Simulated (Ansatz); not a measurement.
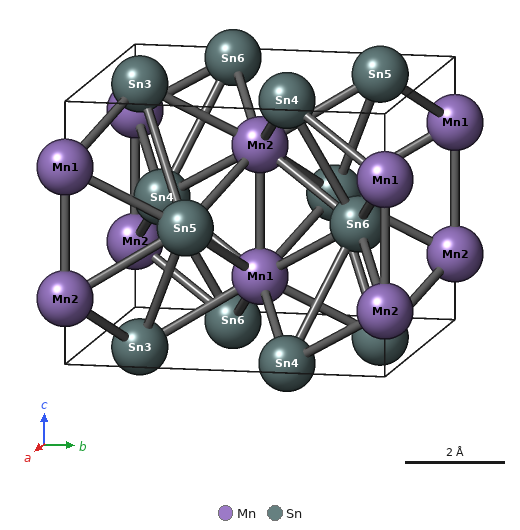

The input geometry (ball-and-stick view of the cell 2 times as large as that of the calculation, set on its symmetry axes, seen slightly off an axis; atoms are numbered from 1 in the order of the input). An atom can appear more than once, as a periodic image.

# Single-point calculation, with input and output: MnSn2 (part 1 of 2)

- system: MnSn2 (I4/mcm, 6 atoms in the cell)
- method: DFT r2SCAN, scalar-relativistic, plane waves, PAW, spin-polarised (Ansatz 0.2.0)

The structure derives from an entry of the Crystallography Open Database. It belongs to a series of runs on one base structure; here: small parallel starting moments. Figures and captions count atoms from 1; the log counts them from 0 in places.

### Log
```
Engine: ansatz 0.2.0, x86_64-unknown-linux-gnu
Pseudopotentials: kind: paw
Pseudopotential: Mn, paw, valence charge 15, recommended cutoff 500 eV (meta_gga), Mn.paw.azcp
Pseudopotential: Sn, paw, valence charge 14, recommended cutoff 500 eV (meta_gga), Sn.paw.azcp
Functional definition: r2SCAN
  parameter k0 = 0.174
  parameter k1 = 0.065
  parameter a1 = 4.9479
  exchange = r2scan_x(k0 = k0, k1 = k1, a1 = a1)
  correlation = r2scan_c
Crystal: 6 atoms, lattice volume = 119.809 Å³
Basis set: ecut = 500 eV, 3065 PW (Γ), exchange–correlation on 160×160×160 points (64 copies of the dense FFT grid, shifted against one another)
Bands: 53, of which v1, the nominal top of the filled ones, is band 43 counted from 1 (42 counted from 0)
Symmetry: 16 space group operations
Space group: I4/mcm (ITA 140), of the structure as read, at distance tolerance 4.9e-5 Å
Magnetic group: BNS 140.541 (UNI 1201), of the structure as read, at distance tolerance 4.9e-5 Å
k-points: 59 of 512
Non-local potential: Mn, projectors of the file, l = 0: 3, l = 1: 2, l = 2: 3, l = 3: 1
Non-local potential: Sn, projectors of the file, l = 0: 2, l = 1: 2, l = 2: 2, l = 3: 2
PAW form: soft (Blöchl's): semilocal exchange-correlation on the pseudo side does not see the compensation charge
PAW frozen core: Mn, regenerated for the run's functional (the file was generated under x = pbe(κ = 0.804, μ = 0.2195149727645171), c = pbe(β = 0.06672455060314922))
PAW frozen core: Sn, regenerated for the run's functional (the file was generated under x = pbe(κ = 0.804, μ = 0.2195149727645171), c = pbe(β = 0.06672455060314922))
PAW one-centre angular grid: Mn, 590 points (default); XC on 160 Gauss nodes
PAW one-centre angular grid: Sn, 590 points (default); XC on 249 of its mesh's 2787 points in the sphere
Initial density: superposition of atomic densities (chi_scale 0.1, normalization cell)
Starting moments: Σ|m| = 1 μB on 2 of 6 sites
Initial wavefunctions: pseudopotential atomic-orbital guess
Functional: x = r2scan, c = r2scan; τ floored in thin density (d = 2e-4 eV/Å³)
SCF iter   1: F=-31923.191576 eV  HF=-31963.430784 eV  |F-HF|=4.02e1  |Δ(HF+E_count)|=         —  Δρ=9.06e-2 (↑9.06e-2 ↓5.63e-2)  dr2=4.45e1  dr2_τ=1.66e-1  dr2_m=4.38e-1  M=1.577 μB ∫|m|=1.754 μB  β_m=1.00  ethr=3.10e-3  ⟨swp⟩=6.8  Hψ=24714  notcnv=0  defer=29
preconditioner: auto → Kerker (q_TF=auto, 2.582 Å⁻¹)  [metal: Δε(μ)=0.006 eV  Ē_g=15.853 eV  σ=0.100 eV  W_gap=0.03  n_scr=34 (ndim 8)  ℏωp=28.4 eV  f_vac=0.000  D(μ)=5.53/eV (n_scr^D=46)]
spin=Collinear: Kerker preconditioning applied to the charge; magnetization (m = ρ↑ − ρ↓) channel mixes plain (no charge-response kernel on spin).
SCF iter   2: F=-31954.752335 eV  HF=-31961.172121 eV  |F-HF|=6.42e0  |Δ(HF+E_count)|=    2.26e0  Δρ=5.57e-2 (↑4.16e-2 ↓5.57e-2)  dr2=7.82e0  dr2_τ=3.98e-2  dr2_m=8.94e-2  M=1.842 μB ∫|m|=2.214 μB  β_m=1.00  ethr=3.10e-3  ⟨swp⟩=3.1  Hψ=14185  notcnv=0  defer=355  κ⁻¹=1.0e0(r=1)
SCF iter   3: F=-31959.348256 eV  HF=-31960.692558 eV  |F-HF|=1.34e0  |Δ(HF+E_count)|=   4.80e-1  Δρ=2.97e-2 (↑2.97e-2 ↓2.35e-2)  dr2=2.60e0  dr2_τ=2.47e-2  dr2_m=6.02e-1  M=2.736 μB ∫|m|=3.218 μB  β_m=1.00  ethr=3.10e-3  ⟨swp⟩=2.6  Hψ=13100  notcnv=0  defer=367  κ⁻¹=1.4e-3(r=2)
SCF iter   4: F=-31961.187081 eV  HF=-31960.324502 eV  |F-HF|=8.63e-1  |Δ(HF+E_count)|=   3.68e-1  Δρ=1.99e-2 (↑1.99e-2 ↓1.70e-2)  dr2=8.23e-2  dr2_τ=7.41e-3  dr2_m=3.54e-1  M=3.320 μB ∫|m|=4.047 μB  β_m=1.00  ethr=3.02e-3  ⟨swp⟩=2.4  Hψ=9068  notcnv=0  defer=378  κ⁻¹=1.2e-4(r=3)
SCF iter   5: F=-31961.427601 eV  HF=-31960.484521 eV  |F-HF|=9.43e-1  |Δ(HF+E_count)|=   1.60e-1  Δρ=1.84e-2 (↑9.55e-3 ↓1.84e-2)  dr2=1.61e-1  dr2_τ=3.37e-3  dr2_m=1.96e-1  M=3.787 μB ∫|m|=4.720 μB  β_m=1.00  ethr=9.57e-5  ⟨swp⟩=2.1  Hψ=13080  notcnv=0  defer=380  κ⁻¹=3.3e-5(r=4)
SCF iter   6: F=-31961.656053 eV  HF=-31960.726085 eV  |F-HF|=9.30e-1  |Δ(HF+E_count)|=   2.42e-1  Δρ=1.26e-2 (↑6.99e-3 ↓1.26e-2)  dr2=6.51e-2  dr2_τ=1.66e-3  dr2_m=9.87e-2  M=4.061 μB ∫|m|=5.209 μB  β_m=1.00  ethr=9.57e-5  ⟨swp⟩=2.5  Hψ=10568  notcnv=0  defer=380  κ⁻¹=1.2e-5(r=5)
SCF iter   7: F=-31961.814908 eV  HF=-31961.025585 eV  |F-HF|=7.89e-1  |Δ(HF+E_count)|=   3.00e-1  Δρ=9.11e-3 (↑9.11e-3 ↓6.20e-3)  dr2=1.46e-2  dr2_τ=8.04e-4  dr2_m=6.23e-2  M=4.242 μB ∫|m|=5.577 μB  β_m=1.20  ethr=7.57e-5  ⟨swp⟩=2.1  Hψ=8808  notcnv=0  defer=342
Mixer restart at iter 7: flushing history
spin-set hold released at iteration 7 (site moments contracting): the magnetisation degrees of freedom join the quasi-Newton model from the next iteration; the mixer history was flushed
SCF iter   8: F=-31961.927523 eV  HF=-31961.242980 eV  |F-HF|=6.85e-1  |Δ(HF+E_count)|=   2.17e-1  Δρ=5.62e-3 (↑5.53e-3 ↓5.62e-3)  dr2=4.66e-3  dr2_τ=3.49e-4  dr2_m=3.15e-2  M=4.436 μB ∫|m|=5.915 μB  β_m=1.20  ethr=1.70e-5  ⟨swp⟩=2.0  Hψ=12086  notcnv=0  defer=342  κ⁻¹=1.0e0(r=1)
SCF iter   9: F=-31962.037899 eV  HF=-31961.561411 eV  |F-HF|=4.76e-1  |Δ(HF+E_count)|=   3.18e-1  Δρ=5.80e-3 (↑5.80e-3 ↓4.27e-3)  dr2=7.47e-3  dr2_τ=2.72e-4  dr2_m=2.44e-2  M=4.695 μB ∫|m|=6.307 μB  β_m=1.20  ethr=5.42e-6  ⟨swp⟩=2.3  Hψ=12910  notcnv=0  defer=340  κ⁻¹=1.2e-1(r=2)
SCF iter  10: F=-31962.153855 eV  HF=-31961.922727 eV  |F-HF|=2.31e-1  |Δ(HF+E_count)|=   3.61e-1  Δρ=3.30e-3 (↑3.30e-3 ↓1.62e-3)  dr2=1.01e-2  dr2_τ=9.97e-5  dr2_m=4.64e-3  M=5.034 μB ∫|m|=6.848 μB  β_m=1.20  ethr=5.42e-6  ⟨swp⟩=2.8  Hψ=13316  notcnv=0  defer=346  κ⁻¹=2.6e-2(r=3)
SCF iter  11: F=-31962.137442 eV  HF=-31961.932021 eV  |F-HF|=2.05e-1  |Δ(HF+E_count)|=   9.29e-3  Δρ=6.78e-3 (↑6.31e-3 ↓6.78e-3)  dr2=5.43e-3  dr2_τ=5.69e-4  dr2_m=4.57e-2  M=4.968 μB ∫|m|=6.721 μB  β_m=1.20  ethr=5.42e-6  ⟨swp⟩=2.1  Hψ=12613  notcnv=0  defer=344  κ⁻¹=1.5e-2(r=4)
SCF iter  12: F=-31962.028475 eV  HF=-31961.632230 eV  |F-HF|=3.96e-1  |Δ(HF+E_count)|=   3.00e-1  Δρ=8.03e-3 (↑7.68e-3 ↓8.03e-3)  dr2=5.25e-3  dr2_τ=7.62e-4  dr2_m=6.55e-2  M=4.658 μB ∫|m|=6.255 μB  β_m=1.20  ethr=5.42e-6  ⟨swp⟩=2.7  Hψ=12479  notcnv=0  defer=343  κ⁻¹=1.0e-3(r=5)
SCF iter  13: F=-31962.211800 eV  HF=-31962.144689 eV  |F-HF|=6.71e-2  |Δ(HF+E_count)|=   5.12e-1  Δρ=2.13e-3 (↑2.13e-3 ↓1.51e-3)  dr2=1.33e-2  dr2_τ=7.00e-5  dr2_m=1.51e-3  M=5.350 μB ∫|m|=7.314 μB  β_m=1.20  ethr=5.42e-6  ⟨swp⟩=3.6  Hψ=16739  notcnv=0  defer=345  κ⁻¹=3.8e-4(r=6)
SCF iter  14: F=-31962.212805 eV  HF=-31962.103230 eV  |F-HF|=1.10e-1  |Δ(HF+E_count)|=   4.15e-2  Δρ=1.61e-3 (↑1.61e-3 ↓1.49e-3)  dr2=8.65e-4  dr2_τ=2.30e-5  dr2_m=2.26e-3  M=5.280 μB ∫|m|=7.218 μB  β_m=1.20  ethr=5.42e-6  ⟨swp⟩=2.0  Hψ=12308  notcnv=0  defer=349  κ⁻¹=1.9e-4(r=7)
SCF iter  15: F=-31962.228653 eV  HF=-31962.218576 eV  |F-HF|=1.01e-2  |Δ(HF+E_count)|=   1.15e-1  Δρ=3.27e-3 (↑3.27e-3 ↓2.18e-3)  dr2=9.47e-3  dr2_τ=1.24e-4  dr2_m=5.46e-3  M=5.595 μB ∫|m|=7.656 μB  β_m=1.20  ethr=1.01e-6  ⟨swp⟩=3.7  Hψ=17857  notcnv=0  defer=349  κ⁻¹=1.7e-4(r=8)
SCF iter  16: F=-31962.228590 eV  HF=-31962.217263 eV  |F-HF|=1.13e-2  |Δ(HF+E_count)|=   1.31e-3  Δρ=3.25e-3 (↑3.25e-3 ↓2.10e-3)  dr2=9.56e-3  dr2_τ=1.22e-4  dr2_m=5.20e-3  M=5.584 μB ∫|m|=7.645 μB  β_m=1.20  ethr=1.01e-6  ⟨swp⟩=1.3  Hψ=7419  notcnv=0  defer=326  κ⁻¹=1.9e-6(r=8)
SCF iter  17: F=-31962.228738 eV  HF=-31962.190095 eV  |F-HF|=3.86e-2  |Δ(HF+E_count)|=   2.72e-2  Δρ=1.63e-3 (↑1.63e-3 ↓5.91e-4)  dr2=3.96e-3  dr2_τ=2.81e-5  dr2_m=4.05e-4  M=5.438 μB ∫|m|=7.459 μB  β_m=1.20  ethr=1.01e-6  ⟨swp⟩=2.9  Hψ=12474  notcnv=0  defer=326  κ⁻¹=1.6e-6(r=8)
SCF iter  18: F=-31962.234458 eV  HF=-31962.220194 eV  |F-HF|=1.43e-2  |Δ(HF+E_count)|=   3.01e-2  Δρ=7.14e-4 (↑7.14e-4 ↓5.65e-4)  dr2=1.00e-3  dr2_τ=7.93e-6  dr2_m=9.15e-5  M=5.485 μB ∫|m|=7.523 μB  β_m=1.20  ethr=1.01e-6  ⟨swp⟩=2.3  Hψ=12260  notcnv=0  defer=326  κ⁻¹=1.4e-6(r=8)
SCF iter  19: F=-31962.235457 eV  HF=-31962.232804 eV  |F-HF|=2.65e-3  |Δ(HF+E_count)|=   1.26e-2  Δρ=1.14e-3 (↑1.14e-3 ↓7.02e-4)  dr2=4.05e-4  dr2_τ=1.27e-5  dr2_m=8.58e-4  M=5.485 μB ∫|m|=7.521 μB  β_m=1.20  ethr=1.01e-6  ⟨swp⟩=2.4  Hψ=11936  notcnv=0  defer=326  κ⁻¹=1.9e-6(r=8)
SCF iter  20: F=-31962.236462 eV  HF=-31962.235654 eV  |F-HF|=8.08e-4  |Δ(HF+E_count)|=   2.85e-3  Δρ=1.43e-4 (↑8.16e-5 ↓1.43e-4)  dr2=4.42e-5  dr2_τ=3.09e-7  dr2_m=6.43e-6  M=5.534 μB ∫|m|=7.587 μB  β_m=1.20  ethr=4.70e-7  ⟨swp⟩=2.6  Hψ=11703  notcnv=0  defer=326  κ⁻¹=1.5e-6(r=8)
SCF iter  21: F=-31962.236479 eV  HF=-31962.236100 eV  |F-HF|=3.79e-4  |Δ(HF+E_count)|=   4.46e-4  Δρ=9.33e-5 (↑8.49e-5 ↓9.33e-5)  dr2=3.90e-5  dr2_τ=1.97e-7  dr2_m=1.92e-6  M=5.535 μB ∫|m|=7.586 μB  β_m=1.20  ethr=5.14e-8  ⟨swp⟩=2.0  Hψ=11294  notcnv=0  defer=331  κ⁻¹=3.6e-6(r=8)
SCF iter  22: F=-31962.236544 eV  HF=-31962.236542 eV  |F-HF|=1.73e-6  |Δ(HF+E_count)|=   4.42e-4  Δρ=5.09e-5 (↑3.91e-5 ↓5.09e-5)  dr2=5.43e-6  dr2_τ=3.05e-8  dr2_m=7.20e-7  M=5.540 μB ∫|m|=7.593 μB  β_m=1.20  ethr=4.54e-8  ⟨swp⟩=2.9  Hψ=11640  notcnv=0  defer=331  κ⁻¹=4.3e-6(r=8)
SCF iter  23: F=-31962.236534 eV  HF=-31962.236455 eV  |F-HF|=7.95e-5  |Δ(HF+E_count)|=   8.71e-5  Δρ=5.58e-5 (↑5.58e-5 ↓5.01e-5)  dr2=3.62e-6  dr2_τ=4.92e-8  dr2_m=1.70e-6  M=5.546 μB ∫|m|=7.600 μB  β_m=1.20  ethr=6.31e-9  ⟨swp⟩=3.0  Hψ=14751  notcnv=0  defer=331  κ⁻¹=1.1e-5(r=8)
SCF iter  24: F=-31962.236540 eV  HF=-31962.236488 eV  |F-HF|=5.28e-5  |Δ(HF+E_count)|=   3.28e-5  Δρ=2.91e-5 (↑2.91e-5 ↓1.76e-5)  dr2=8.15e-7  dr2_τ=1.12e-8  dr2_m=3.25e-7  M=5.545 μB ∫|m|=7.598 μB  β_m=1.20  ethr=4.21e-9  ⟨swp⟩=2.0  Hψ=11053  notcnv=0  defer=331  κ⁻¹=9.2e-6(r=8)
SCF iter  25: F=-31962.236546 eV  HF=-31962.236537 eV  |F-HF|=9.44e-6  |Δ(HF+E_count)|=   4.92e-5  Δρ=9.70e-6 (↑9.70e-6 ↓7.21e-6)  dr2=9.30e-8  dr2_τ=1.33e-9  dr2_m=5.57e-8  M=5.543 μB ∫|m|=7.596 μB  β_m=1.20  ethr=1.16e-10  ⟨swp⟩=13.7  Hψ=53888  notcnv=0  κ⁻¹=4.3e-6(r=8)
SCF iter  26: F=-31962.236547 eV  HF=-31962.236546 eV  |F-HF|=1.13e-6  |Δ(HF+E_count)|=   9.25e-6  Δρ=4.46e-6 (↑4.46e-6 ↓3.54e-6)  dr2=4.27e-8  dr2_τ=3.70e-10  dr2_m=3.71e-9  M=5.542 μB ∫|m|=7.594 μB  β_m=1.20  ethr=1.08e-10  ⟨swp⟩=10.7  Hψ=49368  notcnv=0  κ⁻¹=1.7e-6(r=8)
SCF iter  27: F=-31962.236547 eV  HF=-31962.236546 eV  |F-HF|=6.70e-7  |Δ(HF+E_count)|=   4.73e-7  Δρ=5.86e-6 (↑5.86e-6 ↓4.94e-6)  dr2=1.58e-8  dr2_τ=2.93e-10  dr2_m=2.55e-8  M=5.541 μB ∫|m|=7.593 μB  β_m=1.20  ethr=4.97e-11  ⟨swp⟩=9.7  Hψ=45254  notcnv=0  κ⁻¹=1.7e-6(r=8)
SCF iter  28: F=-31962.236547 eV  HF=-31962.236547 eV  |F-HF|=1.39e-7  |Δ(HF+E_count)|=   7.79e-7  Δρ=2.82e-6 (↑2.82e-6 ↓2.71e-6)  dr2=5.41e-9  dr2_τ=1.22e-10  dr2_m=6.21e-9  M=5.542 μB ∫|m|=7.594 μB  β_m=1.20  ethr=1.84e-11  ⟨swp⟩=9.0  Hψ=41564  notcnv=0  κ⁻¹=6.5e-5(r=8)
SCF iter  29: F=-31962.236547 eV  HF=-31962.236547 eV  |F-HF|=9.42e-9  |Δ(HF+E_count)|=   1.87e-7  Δρ=1.31e-6 (↑1.06e-6 ↓1.31e-6)  dr2=3.63e-9  dr2_τ=6.73e-11  dr2_m=1.40e-10  M=5.542 μB ∫|m|=7.594 μB  ethr=6.29e-12  ⟨swp⟩=9.1  Hψ=39564  notcnv=0
SCF 1 converged in 29 iterations: F = -31962.236547 eV  dr2 = 3.63e-9
  greatest PAW one-centre occupation: 1.004 electrons in one spin orbital (limit 2), on the Mn atom at site 1 (counted from 0), in its partial waves of l = 1
```

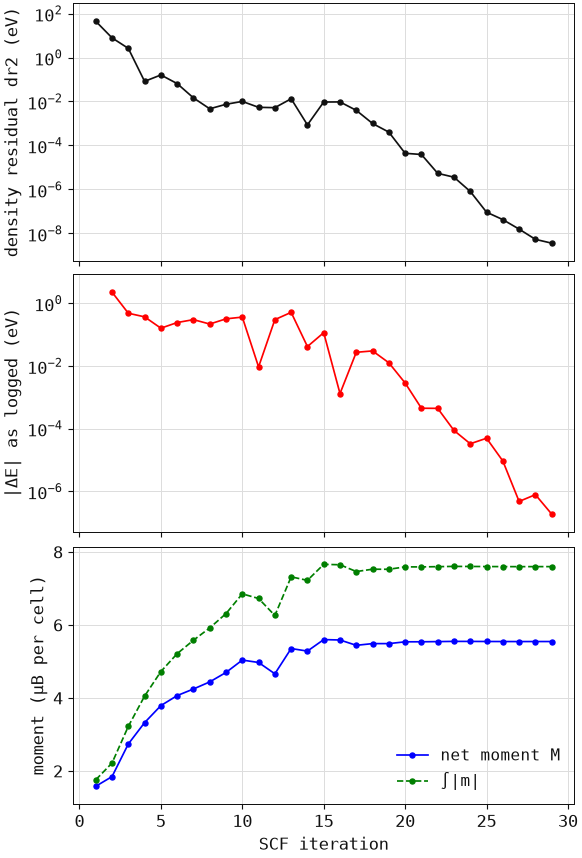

Convergence of the self-consistent field: density residual dr2, size of the energy change and magnetic moment against the SCF iteration. The residual falls unevenly and jumps up by a factor of two or more 2 times on the way down. The net moment goes from 1.6 to 5.5 μB per cell.
